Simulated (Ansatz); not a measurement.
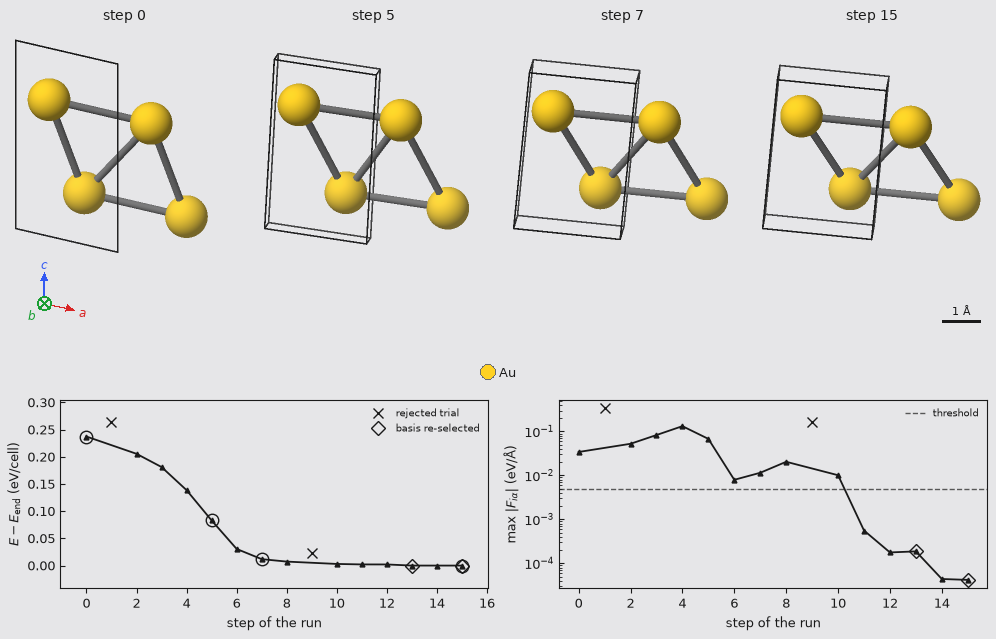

Frames of a relaxation of crystalline Au (set up in P-1), marked on the history of the run. A ball-and-stick model of the cell of the calculation, repeated 2 × 1 × 1 with one cell outlined, seen along the b axis.

Level of theory: DFT r2SCAN, scalar-relativistic, plane waves, PAW (Ansatz 0.2.0). Settings: plane-wave cutoff 500 eV; k-point mesh 16 × 16 × 8; occupations gaussian; smearing width 0.1 eV; no spin polarisation; cell and atoms relaxed; force threshold 0.005 eV/Å; at most 80 steps.

### Describe the path.

The energy falls by 0.237 eV per cell of the calculation in 11 accepted moves (15 points after the start). Largest force component: 0.034 eV/Å at the start, under 0.0001 eV/Å at the end. Pressure: −4.13 GPa at the start and −0.02 GPa at the end. The line search rejected the trial steps at points 1, 9 of the run. The SCF was repeated twice at an unchanged geometry on a basis and grid sized afresh for the cell, which shifted the energy by 2.0 meV per cell of the calculation at most. The largest moves relative to the cell, 0.35 Å, are those of Au atoms. The drawn cell changes as follows: a 2.815 → 2.943 Å (+4.5 %), b 2.820 → 2.943 Å (+4.3 %), c 5.191 → 4.052 Å (−21.9 %), α 103.1° → 90.0°, β 102.7° → 90.0°, γ 90.3° → 90.0°; the volume changes by −10.3 %. Some distances before and after: Au–Au 4.443 → 2.904 Å, Au–Au 3.719 → 2.904 Å, Au–Au 3.670 → 2.904 Å, Au–Au 2.736 → 2.904 Å. Within 0.06 Å the space group is C2/m at the start and I4/mmm at the end; at a tighter tolerance small leftover displacements or strains of the cell lower it. From step 0 to 5: Au atoms move most (0.31 Å), volume −10.6 %, energy −0.154 eV per cell of the calculation. From step 5 to 7: Au atoms move most (0.06 Å), energy −71.2 meV per cell of the calculation. From step 7 to 15: volume +0.3 %, energy −11.8 meV per cell of the calculation.

| step | E − E(0), meV/atom | largest force component, eV/Å | pressure, GPa | volume, Å³/atom | note |
| --- | --- | --- | --- | --- | --- |
| 0 | 0.00 | 0.0342 | -4.13 | 19.549 |  |
| 1 | 12.93 | 0.3396 | 9.35 | 17.746 | rejected |
| 2 | -15.88 | 0.0525 | -0.85 | 18.923 |  |
| 3 | -28.05 | 0.0830 | 0.54 | 18.558 |  |
| 4 | -49.31 | 0.1323 | 2.04 | 18.074 |  |
| 5 | -77.15 | 0.0679 | 4.09 | 17.474 |  |
| 6 | -103.36 | 0.0080 | 0.99 | 17.544 |  |
| 7 | -112.75 | 0.0115 | 0.61 | 17.483 |  |
| 8 | -115.00 | 0.0205 | 0.51 | 17.496 |  |
| 9 | -107.14 | 0.1622 | -3.62 | 18.028 | rejected |
| 10 | -117.16 | 0.0101 | 0.30 | 17.510 |  |
| 11 | -117.60 | 0.0006 | -0.05 | 17.547 |  |
| 12 | -117.63 | 0.0002 | 0.00 | 17.541 |  |
| 13 | -118.65 | 0.0002 | 0.01 | 17.541 | same geometry, new basis |
| 14 | -118.66 | 0.0000 | -0.02 | 17.544 |  |
| 15 | -118.66 | 0.0000 | -0.02 | 17.544 | same geometry, new basis |
